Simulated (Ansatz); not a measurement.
## Electronic structure of Ti₃HN₃ (slab) in real space

Input

```
crystal:
  lattice:
    - [3.0028555065, 0.0, 0.0]
    - [0.0, 3.0028555065, 0.0]
    - [0.0, 0.0, 19.7584945265]
  atoms:
    - { symbol: Ti, position: [0.5, 0.5, 0.2024445736] }
    - { symbol: "N", position: [0.0, 0.0, 0.2024445736] }
    - { symbol: Ti, position: [0.0, 0.0, 0.3072496201] }
    - { symbol: "N", position: [0.5, 0.5, 0.3055678856] }
    - { symbol: Ti, position: [0.5, 0.5, 0.4076776418] }
    - { symbol: "N", position: [0.0, 0.0, 0.4179718508] }
    - { symbol: H, position: [0.125, 0.375, 0.4942388706] }
basis:
  ecutwfc: 420
kpoints:
  mp_grid: { grid: [9, 9, 1] }
hamiltonian:
  xc: pbe
  pseudopotentials: { kind: paw, azcp: { folder: soft_1 } }
scf:
  occupations: { method: gaussian, width: 0.1 }
output:
  forces: true
  eigenvalues: true
  write_density: true
  write_potential: true
  elf: true
  volumetric_format: npy
relax:
  adjacent_minimum: "off"
  f_tol: 0.025
  max_steps: 16
  constraints: [{ sites: [0, 1, 2, 3, 4, 5] }, { sites: [6], fix: xy }]
efield:
  axis: 3
  dipole_correction: true
  ramp_width: 0.04
```

Run with:

```sh
ansatz run input.yaml --threads 2 --pin off --max-ram 6144MiB --backend cpu --events-out ev --progress --plain --runs-dir out
```

The fields are those of the run's last geometry, not of the input's.

A point of a scan over the structure, not its minimum; not relaxed (largest force 1.9 eV/Å); computed without spin polarisation; PAW files of the earlier set (soft_1).

Method: DFT PBE, scalar-relativistic, plane waves, PAW in Ansatz.

In a PAW calculation such maps are meaningful between the atoms, not at the nuclei.

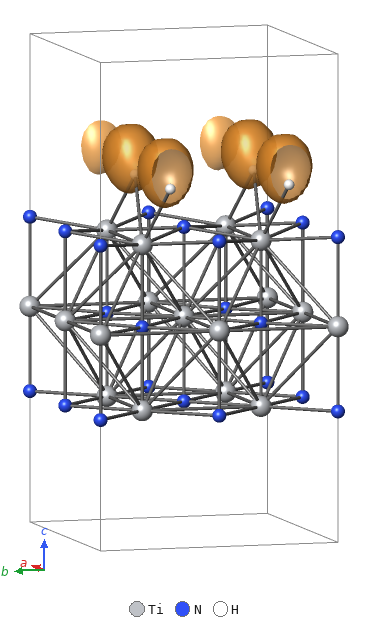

Figure 1. Isosurface of the electron localisation function at 0.9 (orange), seen at an oblique angle. Only the valence region is drawn (cores and ρ < 0.01 e/Å³ removed). Sticks mark near contacts.

Question: Where are the electrons localised?

Answer: The ELF exceeds this value in one region around a hydrogen nucleus, counted in one cell of 7 atoms. Counts are for one cell; the picture repeats the cell along the surface.


Ti–H (1.90 Å): the ELF climbs to about 1 towards the hydrogen. Ti–N (2.02 Å): the ELF peaks at about 0.80 in the valence shell of N, 0.6 Å from its nucleus, and is about 0.20 at the midpoint: no localised pair shows between them.

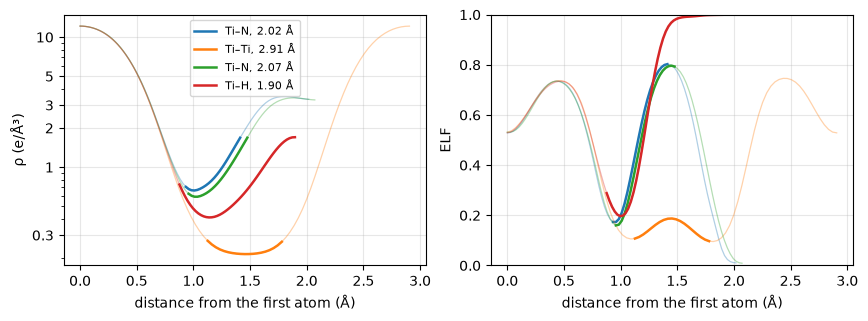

Figure 2. Valence electron density and ELF along straight lines between neighbouring atoms. Thin, pale parts lie inside the atomic spheres.

Question: Compare the contacts.

Answer: Ti–N (2.02 Å): ρ at the midpoint is about 0.66 e/Å³; the ELF peaks at about 0.80 in the valence shell of N, 0.6 Å from its nucleus, and is about 0.20 at the midpoint (no shared electron pair shows on this line).
Ti–Ti (2.91 Å): ρ is about 0.21 e/Å³ halfway; the ELF is about 0.20 at the midpoint (no shared electron pair shows on this line).
Ti–N (2.07 Å): the density is about 0.59 e/Å³ at the midpoint; the ELF peaks at about 0.80 in the valence shell of N, 0.6 Å from its nucleus, and is about 0.20 at the midpoint; no localised pair shows between them.
Ti–H (1.90 Å): ρ at the midpoint is about 0.55 e/Å³; the ELF climbs to about 1 towards the hydrogen.

Question: Does the calculation make it a metal, or give it a gap?

Answer: It is metallic or semimetallic at this level of theory: no gap opens.
